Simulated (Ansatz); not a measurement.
## Geometry relaxation of Ga8N7 (part 2 of 2)

Continued. System: Ga8N7 (defect cell, 15 atoms in the cell). Method: DFT PBE, scalar-relativistic, plane waves, PAW, spin-polarised (Ansatz 0.2.0); cutoff 420 eV, 4×4×4 k-mesh, Gaussian smearing of 0.01 eV, collinear spins. The structure derives from a Materials Project entry. It belongs to a series of runs on one base structure; here: N vacancy (site b), charge +0, atoms relaxed at the host's cell.

Geometry of the input (Å; fractional positions):
```
0.0000  0.0000  5.2432
3.2184  5.5744  0.0000
-6.4367  -0.0000  0.0000
Ga 0.4991  0.1667  0.3333
Ga 0.4991  0.1667  0.8333
Ga 0.4991  0.6667  0.3333
Ga 0.4991  0.6667  0.8333
Ga 0.9991  0.3333  0.6667
Ga 0.9991  0.3333  0.1667
Ga 0.9991  0.8333  0.6667
Ga 0.9991  0.8333  0.1667
N  0.8759  0.1667  0.8333
N  0.8759  0.6667  0.3333
N  0.8759  0.6667  0.8333
N  0.3759  0.3333  0.6667
N  0.3759  0.3333  0.1667
N  0.3759  0.8333  0.6667
N  0.3759  0.8333  0.1667
```

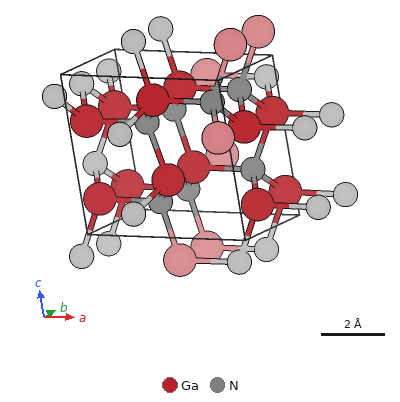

Figure 1. The geometry at step 3 of the log (ball-and-stick view of the cell of the calculation, seen slightly off an axis; neighbours outside the cell are drawn fainter).

```
SCF converged after 5 iterations
Magnetization: 0.0000 μB (69.5000 up, 69.5000 down)
Absolute magnetization: 0.0000 μB (∫|ρ↑−ρ↓|, with the PAW one-centre terms)
Spin contamination: 0.0000 ħ² per cell (⟨S²⟩ above its minimum at these occupations)
Per-site moments (μB) at R_I (Å): [(1.7849318711960182e-7, 0.8149743656497386), (-2.0954804509081884e-8, 0.8093544680903407), (-2.0954804161263226e-8, 0.8093544680903413), (-2.0954804148506007e-8, 0.8093544680903417), (-5.535901095454847e-8, 0.8181991321418188), (-5.5359010958832227e-8, 0.8181991321418186), (2.9092109694371026e-8, 0.8109292146074781), (-5.5359010954768474e-8, 0.8181991321418185), (-5.648908064364145e-7, 0.8109292146074781), (-5.64890806457065e-7, 0.8109292146074786), (-5.64890806402994e-7, 0.8109292146074791), (6.509942820066596e-7, 0.814078836967488), (6.5099428202521e-7, 0.8140788369674883), (-3.34426223581388e-8, 0.8093544680903407), (6.509942821370534e-7, 0.8140788369674877)]
Free energy (F): -32956.117805 eV
Harris-Foulkes:  -32956.117805 eV  (|F-HF|=6.53e-8)
Internal energy: -32956.117805 eV  (E = F + TS)
E sigma→0 (E₀):  -32956.117805 eV
Fermi energy:    11.046848 eV
--- Per-component energies (eV) ---
  E_band       = -168.114295
  E_kinetic    = 1832.318666
  E_local      = -15839.502908  (includes V_loc(G=0)·N_el)
  E_nonlocal   = 3742.981196
  E_hartree    = 7277.979826
  E_xc         = -966.083671
  E_vxc        = -990.579827  (∫ρ·V_xc dr)
  E_paw        = -16828.361600  (= ΣΔE_a)
  E_vpaw       = -3469.290950  (= ΣTr[D̂ρ^β])
  E_aug_tail   = 0.000350  (compensation charges beyond the density's cutoff)
  E_ewald      = -12175.449664
  E_smearing   = -0.000000  (= −TS)
  E_closure    = -0.000000  (closes the sum)
  Σ components = -32956.117805   (vs F -32956.117805, Δ=0.00e0)
--- Forces (eV/Å), atoms counted from 1 ---
  atom   1  Ga    -0.00000000     0.00000000    -0.00605735
  atom   2  Ga    -0.00000000     0.00460356    -0.00728172
  atom   3  Ga     0.00398680    -0.00230178    -0.00728172
  atom   4  Ga    -0.00398680    -0.00230178    -0.00728172
  atom   5  Ga     0.00208253    -0.00120235    -0.00475315
  atom   6  Ga    -0.00208253    -0.00120235    -0.00475315
  atom   7  Ga     0.00000000    -0.00000000    -0.00539307
  atom   8  Ga    -0.00000000     0.00240470    -0.00475315
  atom   9  N      0.00000000    -0.00047110     0.00764802
  atom  10  N     -0.00040798     0.00023555     0.00764802
  atom  11  N      0.00040798     0.00023555     0.00764802
  atom  12  N     -0.00264230     0.00152553     0.00833017
  atom  13  N      0.00264230     0.00152553     0.00833017
  atom  14  N      0.00000000     0.00000000    -0.00022067
  atom  15  N      0.00000000    -0.00305106     0.00833017
  max |Σ_I F_I| component: 1.59e-4 eV/Å
--- Band table (eV; the first three rows and the last of 26) ---
  k-point 0 ↑: bands = ["-6.7613", "-6.1131", "-6.1131", "-6.0929", "-6.0283", "-5.9598", "-5.9598", "-4.7914", "-4.7914", "-4.7867", "-4.7404", "-4.7404", "-4.6104", "-4.5994", "-4.5994", "-4.5708", "-4.5708", "-4.5662", "-4.5652", "-4.5258", "-4.5258", "-4.5143", "-4.4893", "-4.4893", "-4.4477", "-4.4477", "-4.4429", "-4.4353", "-4.4255", "-4.4255", "-4.3895", "-4.3895", "-4.3847", "-4.3743", "-4.3743", "-4.3649", "-4.3343", "-4.3343", "-4.3066", "-4.2755", "-4.2755", "-3.1960", "-3.1960", "-3.1335", "-2.8292", "-2.6520", "-2.6520", "2.1161", "2.4045", "2.7825", "2.7825", "3.3236", "4.0743", "4.0743", "4.8348", "4.8348", "5.4598", "6.1973", "6.3608", "6.6182", "6.6182", "6.7495", "6.7495", "7.8212", "7.8470", "7.8470", "8.0682", "8.5260", "8.5260", "11.4830", "11.7872", "12.7035", "12.7035", "13.3032", "13.8190", "13.8190", "14.0291", "14.5818", "14.5818", "15.1806", "15.1806", "15.9126", "17.2344", "18.3249", "18.3853"]
  k-point 1 ↑: bands = ["-6.6424", "-6.1652", "-6.1046", "-6.0767", "-6.0238", "-5.9664", "-5.9619", "-4.8013", "-4.7922", "-4.7835", "-4.7267", "-4.7181", "-4.5995", "-4.5944", "-4.5910", "-4.5767", "-4.5621", "-4.5477", "-4.5452", "-4.5319", "-4.5267", "-4.4983", "-4.4848", "-4.4734", "-4.4578", "-4.4557", "-4.4494", "-4.4387", "-4.4311", "-4.4263", "-4.4050", "-4.3987", "-4.3890", "-4.3829", "-4.3821", "-4.3705", "-4.3498", "-4.3467", "-4.3190", "-4.2870", "-4.2800", "-3.6511", "-3.2889", "-3.1487", "-2.8073", "-2.5268", "-2.5030", "2.3460", "2.6896", "3.0237", "3.1444", "3.3310", "4.1808", "4.2688", "4.6184", "4.8186", "5.3586", "5.7368", "5.9495", "6.6780", "6.7474", "6.8658", "7.0175", "7.1926", "7.3880", "7.7438", "8.0045", "8.1736", "8.4180", "11.3889", "11.8364", "12.4029", "12.6140", "14.1035", "14.1374", "14.6020", "14.6364", "14.8614", "14.8811", "15.5417", "15.6775", "15.9376", "17.0440", "17.5888", "17.9052"]
  k-point 2 ↑: bands = ["-6.4260", "-6.3160", "-6.0954", "-6.0626", "-6.0048", "-5.9812", "-5.9647", "-4.8056", "-4.7937", "-4.7805", "-4.7113", "-4.7037", "-4.5956", "-4.5925", "-4.5750", "-4.5685", "-4.5516", "-4.5277", "-4.5164", "-4.5155", "-4.5100", "-4.4996", "-4.4956", "-4.4831", "-4.4750", "-4.4606", "-4.4536", "-4.4408", "-4.4305", "-4.4242", "-4.4150", "-4.4109", "-4.3993", "-4.3942", "-4.3696", "-4.3655", "-4.3654", "-4.3333", "-4.3125", "-4.2832", "-4.2771", "-4.1082", "-3.3531", "-3.1611", "-2.7062", "-2.5385", "-2.4303", "2.7559", "2.8417", "3.2356", "3.4031", "3.4839", "4.3606", "4.6067", "4.9799", "4.9843", "5.1047", "5.1817", "5.4470", "5.6729", "6.4736", "6.7977", "6.9376", "7.0201", "7.4955", "7.5486", "8.1456", "8.3521", "8.6598", "10.1495", "12.0589", "12.2196", "13.5956", "13.9806", "14.5965", "14.7621", "14.8129", "15.3060", "15.8457", "16.1669", "16.4320", "16.5318", "16.9260", "17.0043", "17.2116"]
  k-point 12 ↓: bands = ["-6.1967", "-6.1005", "-6.0799", "-6.0630", "-6.0098", "-5.9902", "-5.9496", "-4.8022", "-4.7714", "-4.7692", "-4.7390", "-4.7053", "-4.5894", "-4.5786", "-4.5679", "-4.5570", "-4.5510", "-4.5468", "-4.5394", "-4.5317", "-4.5213", "-4.5206", "-4.5027", "-4.4918", "-4.4887", "-4.4841", "-4.4598", "-4.4419", "-4.4285", "-4.4248", "-4.4151", "-4.4100", "-4.4049", "-4.3815", "-4.3713", "-4.3593", "-4.3538", "-4.3499", "-4.3197", "-4.3059", "-3.9372", "-3.7667", "-3.5098", "-3.4631", "-3.4087", "-2.9378", "-2.7398", "2.1465", "2.8464", "3.1327", "3.6431", "3.8639", "4.0257", "4.5629", "4.9091", "5.0875", "5.6010", "6.6189", "6.6515", "6.7157", "6.8523", "7.0231", "7.0572", "7.0732", "7.2616", "7.2930", "7.3831", "7.5273", "8.4977", "11.1764", "11.3378", "11.8879", "14.1226", "14.1667", "14.3290", "14.6251", "14.6745", "15.0074", "15.7295", "16.1435", "16.2988", "16.4074", "16.4414", "16.4756", "16.5316"]
--- Relaxed structure (4 steps of the walk, 4 accepted, 0 SCFs on fresh bases) ---
  F+E_penalty+E_count = -32956.11780531 eV   max|allowed force component| = 8.320e-3 eV/Å
  atoms:
    - { symbol: Ga, position: [0.5113765490501606, 0.1666666666666667, 0.33333333333333337] }
    - { symbol: Ga, position: [0.4991491073785407, 0.1655844302751489, 0.8327922151375744] }
    - { symbol: Ga, position: [0.4991491073785407, 0.6672077848624257, 0.33441556972485115] }
    - { symbol: Ga, position: [0.4991491073785407, 0.6672077848624256, 0.8327922151375745] }
    - { symbol: Ga, position: [0.993454376027547, 0.328734478968413, 0.657468957936826] }
    - { symbol: Ga, position: [0.993454376027547, 0.32873447896841307, 0.17126552103158704] }
    - { symbol: Ga, position: [0.9997453691966296, 0.8333333333333336, 0.6666666666666667] }
    - { symbol: Ga, position: [0.993454376027547, 0.8425310420631742, 0.1712655210315871] }
    - { symbol: N, position: [0.8759783209663559, 0.16623051229668523, 0.8331152561483427] }
    - { symbol: N, position: [0.8759783209663559, 0.6668847438516574, 0.3337694877033148] }
    - { symbol: N, position: [0.8759783209663559, 0.6668847438516575, 0.8331152561483428] }
    - { symbol: N, position: [0.37721466569171264, 0.3322659231743207, 0.6645318463486413] }
    - { symbol: N, position: [0.37721466569171264, 0.3322659231743207, 0.1677340768256794] }
    - { symbol: N, position: [0.3756235346607418, 0.8333333333333336, 0.6666666666666667] }
    - { symbol: N, position: [0.37721466569171264, 0.835468153651359, 0.16773407682567942] }
--- Löwdin populations: 15 sites ---
  site symbol       q [e]    m [muB]
     0     Ga     12.4012     0.0000
     1     Ga     12.2368    -0.0000
     2     Ga     12.2368    -0.0000
     3     Ga     12.2368    -0.0000
     4     Ga     12.4695    -0.0000
     5     Ga     12.4695    -0.0000
     6     Ga     12.2429     0.0000
     7     Ga     12.4695    -0.0000
     8      N      5.7078    -0.0000
     9      N      5.7078    -0.0000
    10      N      5.7078    -0.0000
    11      N      5.7010     0.0000
    12      N      5.7010     0.0000
    13      N      5.7305    -0.0000
    14      N      5.7010     0.0000
  spilling = 0.002015 (of n_electrons = 139.000000)
```

## File populations.tsv
```
# site	symbol	l	j	q_up	q_dn
# orbitals = lowdin
# n_electrons = 139.000000
# spilling = 0.002015
0	Ga	0_4S	-	0.457559	0.457559
0	Ga	1_4P	-	0.752268	0.752267
0	Ga	2_3D	-	4.990786	4.990786
1	Ga	0_4S	-	0.419467	0.419467
1	Ga	1_4P	-	0.708914	0.708914
1	Ga	2_3D	-	4.990001	4.990001
2	Ga	0_4S	-	0.419467	0.419467
2	Ga	1_4P	-	0.708914	0.708914
2	Ga	2_3D	-	4.990001	4.990001
3	Ga	0_4S	-	0.419467	0.419467
3	Ga	1_4P	-	0.708914	0.708914
3	Ga	2_3D	-	4.990001	4.990001
4	Ga	0_4S	-	0.495518	0.495518
4	Ga	1_4P	-	0.748522	0.748523
4	Ga	2_3D	-	4.990698	4.990698
5	Ga	0_4S	-	0.495518	0.495518
5	Ga	1_4P	-	0.748522	0.748523
5	Ga	2_3D	-	4.990698	4.990698
6	Ga	0_4S	-	0.415965	0.415965
6	Ga	1_4P	-	0.715572	0.715572
6	Ga	2_3D	-	4.989928	4.989928
7	Ga	0_4S	-	0.495518	0.495518
7	Ga	1_4P	-	0.748522	0.748523
7	Ga	2_3D	-	4.990698	4.990698
8	N	0_2S	-	0.727275	0.727275
8	N	1_2P	-	2.126636	2.126637
9	N	0_2S	-	0.727275	0.727275
9	N	1_2P	-	2.126636	2.126637
10	N	0_2S	-	0.727275	0.727275
10	N	1_2P	-	2.126636	2.126637
11	N	0_2S	-	0.723255	0.723255
11	N	1_2P	-	2.127263	2.127262
12	N	0_2S	-	0.723255	0.723255
12	N	1_2P	-	2.127263	2.127262
13	N	0_2S	-	0.710312	0.710312
13	N	1_2P	-	2.154921	2.154921
14	N	0_2S	-	0.723255	0.723255
14	N	1_2P	-	2.127263	2.127262
```

## Trajectory as extended XYZ (Å, eV, eV/Å), 4 frames, from step=1 to step=4
```
15
Lattice="0.0000 0.0000 5.2432 3.2184 5.5744 0.0000 -6.4367 -0.0000 0.0000" Properties=species:S:1:pos:R:3:forces:R:3 step=1 energy=-32956.03434
Ga   -1.6092    0.9291    2.6170    0.0000   0.0000   0.4522
Ga   -4.8276    0.9291    2.6170    0.0000  -0.1310   0.1240
Ga    0.0000    3.7163    2.6170   -0.1135   0.0655   0.1240
Ga   -3.2184    3.7163    2.6170    0.1135   0.0655   0.1240
Ga   -3.2184    1.8581    5.2386    0.5148  -0.2972  -0.4276
Ga    0.0000    1.8581    5.2386   -0.5148  -0.2972  -0.4276
Ga   -1.6092    4.6453    5.2386    0.0000   0.0000   0.0348
Ga    1.6092    4.6453    5.2386    0.0000   0.5944  -0.4276
N    -4.8276    0.9291    4.5923    0.0000  -0.0686  -0.0079
N     0.0000    3.7163    4.5923   -0.0594   0.0343  -0.0079
N    -3.2184    3.7163    4.5923    0.0594   0.0343  -0.0079
N    -3.2184    1.8581    1.9707   -0.0519   0.0299   0.1398
N     0.0000    1.8581    1.9707    0.0519   0.0299   0.1398
N    -1.6092    4.6453    1.9707    0.0000   0.0000   0.0281
N     1.6092    4.6453    1.9707    0.0000  -0.0599   0.1398
15
Lattice="0.0000 0.0000 5.2432 3.2184 5.5744 0.0000 -6.4367 -0.0000 0.0000" Properties=species:S:1:pos:R:3:forces:R:3 step=2 energy=-32956.10980
Ga   -1.6092    0.9291    2.6613    0.0000   0.0000   0.0456
Ga   -4.8276    0.9293    2.6221    0.0000  -0.1105  -0.0308
Ga    0.0002    3.7161    2.6221   -0.0957   0.0552  -0.0308
Ga   -3.2186    3.7161    2.6221    0.0957   0.0552  -0.0308
Ga   -3.1730    1.8320    5.2133   -0.0038   0.0022  -0.1110
Ga   -0.0453    1.8320    5.2133    0.0038   0.0022  -0.1110
Ga   -1.6092    4.6453    5.2441    0.0000   0.0000   0.0208
Ga    1.6092    4.6977    5.2133    0.0000  -0.0044  -0.1110
N    -4.8276    0.9324    4.5994    0.0000  -0.0881  -0.0771
N     0.0029    3.7146    4.5994   -0.0763   0.0440  -0.0771
N    -3.2212    3.7146    4.5994    0.0763   0.0440  -0.0771
N    -3.2111    1.8539    1.9652    0.0207  -0.0119   0.2032
N    -0.0073    1.8539    1.9652   -0.0207  -0.0119   0.2032
N    -1.6092    4.6453    1.9773    0.0000   0.0000  -0.0191
N     1.6092    4.6538    1.9652    0.0000   0.0239   0.2032
15
Lattice="0.0000 0.0000 5.2432 3.2184 5.5744 0.0000 -6.4367 -0.0000 0.0000" Properties=species:S:1:pos:R:3:forces:R:3 step=3 energy=-32956.11709
Ga   -1.6092    0.9291    2.6786    0.0000   0.0000  -0.0036
Ga   -4.8276    0.9232    2.6190    0.0000   0.0067  -0.0353
Ga   -0.0051    3.7192    2.6190    0.0058  -0.0034  -0.0353
Ga   -3.2133    3.7192    2.6190   -0.0058  -0.0034  -0.0353
Ga   -3.1731    1.8320    5.2109   -0.0083   0.0048  -0.0389
Ga   -0.0453    1.8320    5.2109    0.0083   0.0048  -0.0389
Ga   -1.6092    4.6453    5.2402    0.0000   0.0000   0.0198
Ga    1.6092    4.6976    5.2109    0.0000  -0.0095  -0.0389
N    -4.8276    0.9285    4.5935    0.0000  -0.0268   0.0041
N    -0.0005    3.7165    4.5935   -0.0232   0.0134   0.0041
N    -3.2179    3.7165    4.5935    0.0232   0.0134   0.0041
N    -3.2083    1.8523    1.9744   -0.0047   0.0027   0.0674
N    -0.0101    1.8523    1.9744    0.0047   0.0027   0.0674
N    -1.6092    4.6453    1.9702    0.0000   0.0000  -0.0082
N     1.6092    4.6569    1.9744    0.0000  -0.0054   0.0674
15
Lattice="0.0000 0.0000 5.2432 3.2184 5.5744 0.0000 -6.4367 -0.0000 0.0000" Properties=species:S:1:pos:R:3:forces:R:3 step=4 energy=-32956.11781
Ga   -1.6092    0.9291    2.6812    0.0000   0.0000  -0.0061
Ga   -4.8276    0.9230    2.6171    0.0000   0.0046  -0.0073
Ga   -0.0052    3.7193    2.6171    0.0040  -0.0023  -0.0073
Ga   -3.2131    3.7193    2.6171   -0.0040  -0.0023  -0.0073
Ga   -3.1740    1.8325    5.2088    0.0021  -0.0012  -0.0048
Ga   -0.0444    1.8325    5.2088   -0.0021  -0.0012  -0.0048
Ga   -1.6092    4.6453    5.2418    0.0000   0.0000  -0.0054
Ga    1.6092    4.6966    5.2088    0.0000   0.0024  -0.0048
N    -4.8276    0.9266    4.5929    0.0000  -0.0005   0.0076
N    -0.0021    3.7175    4.5929   -0.0004   0.0002   0.0076
N    -3.2163    3.7175    4.5929    0.0004   0.0002   0.0076
N    -3.2081    1.8522    1.9778   -0.0026   0.0015   0.0083
N    -0.0103    1.8522    1.9778    0.0026   0.0015   0.0083
N    -1.6092    4.6453    1.9695    0.0000   0.0000  -0.0002
N     1.6092    4.6572    1.9778    0.0000  -0.0031   0.0083
```

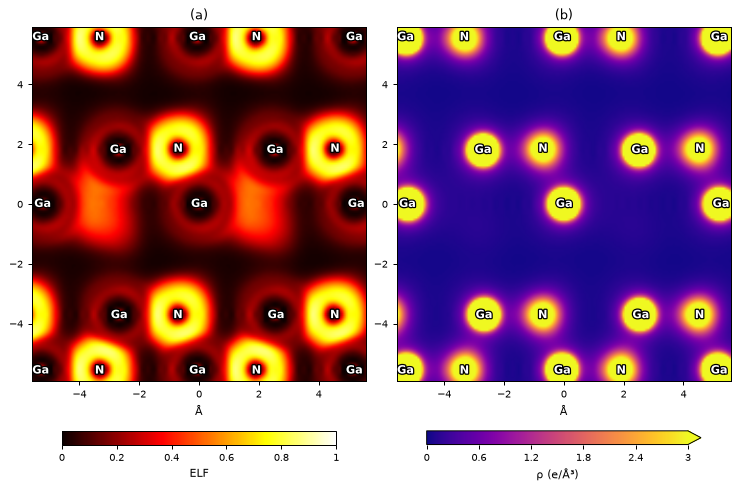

Figure 2. (a) electron localisation function; (b) valence pseudo-density on the (011) plane of the calculation cell. Atoms in the plane: Ga and N. Ga–N (1.96 Å): ρ is about 0.73 e/Å³ halfway; the ELF is about 0.45 at the midpoint. Ga–N (2.01 Å): the density is about 0.65 e/Å³ at the midpoint; the ELF is about 0.45 at the midpoint. Away from the nuclei the density in this plane falls to 0.03 e/Å³ at its lowest. In a PAW calculation such maps are meaningful between the atoms, not at the nuclei.

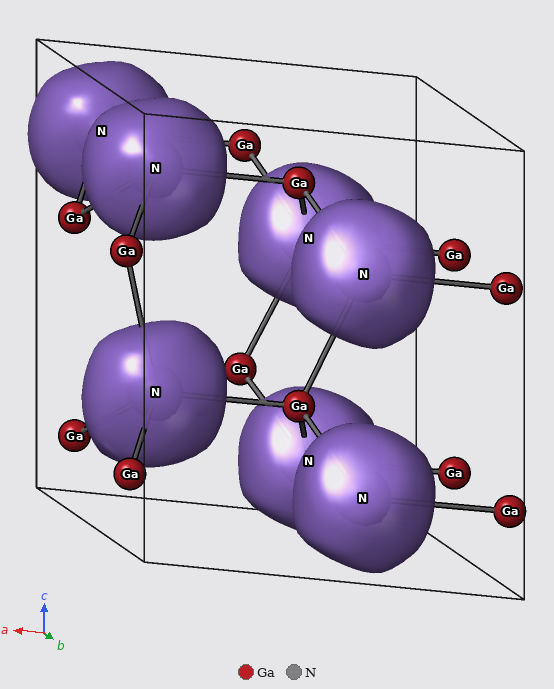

Figure 3. Isosurface of the electron localisation function at 0.6 (purple), seen at an oblique angle. Only the valence region is drawn (cores and ρ < 0.01 e/Å³ removed). Sticks mark near contacts. The outline is the calculation cell. Values along the shortest contacts: Ga–N (1.96 Å): the ELF is about 0.45 at the midpoint. Ga–N (2.01 Å): the ELF is about 0.45 at the midpoint.

## Results in brief

```csv
quantity,value
outcome,converged
electrons treated,139
free energy,−32956.1178 eV
Fermi energy,11.047 eV
gap on the k-point mesh,0.13 eV
net moment of the cell,0.00 μB
integrated absolute moment,0.00 μB
final volume,188.13 Å³
largest force (length of the vector) at the end,0.009 eV/Å
wall time,27 s (CPU time 1.8 min)
peak memory,0.86 GiB
```

## Notes

Warnings of the run: some starting moments were not kept.
